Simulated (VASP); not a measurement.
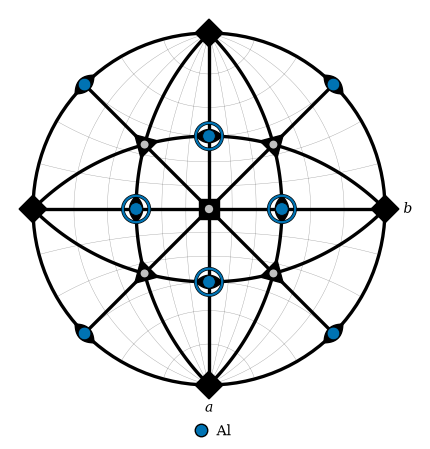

For TiAl3, a cell listed in the Materials Project, as set up for an electronic-structure calculation: directions from one titanium atom at (0, 0, 0) to its bonded neighbours, in stereographic projection down c (filled: above the plane of the page or in it, open: below). Symmetry computed with spglib at a tolerance of 0.002 Å; standard conventional cell.

Neighbours are counted up to 3.13 Å for Al. The symmetry elements of the site are drawn in: heavy lines are mirror planes (a heavy rim: a mirror in the plane of the page); lens, triangle, square and hexagon are 2-, 3-, 4- and 6-fold axes, a lens in an open square is −4, a triangle in an open hexagon −6; thin dashed diameters join the ends of axes that lie in the page; a small open circle marks inversion.

```
CELL_PARAMETERS angstrom
3.95567 0.00000 0.00000
0.00000 3.95567 0.00000
0.00000 0.00000 3.95567
ATOMIC_POSITIONS crystal
Ti 0.00000 0.00000 0.00000
Al 0.00000 0.50000 0.50000
Al 0.50000 0.00000 0.50000
Al 0.50000 0.50000 0.00000
```

How many neighbours are there, and at what angles?

12: 12 Al at 2.80 Å. Angles between bonds: 60° (24×), 90° (12×), 120° (24×), 180° (6×).

What is the site's symmetry in the crystal?

Point group m-3m (Oh), order 48: three fourfold axes, four threefold axes, six twofold axes, nine mirror planes, an inversion centre. In Pm-3m, No. 221 this is Wyckoff position 1a.
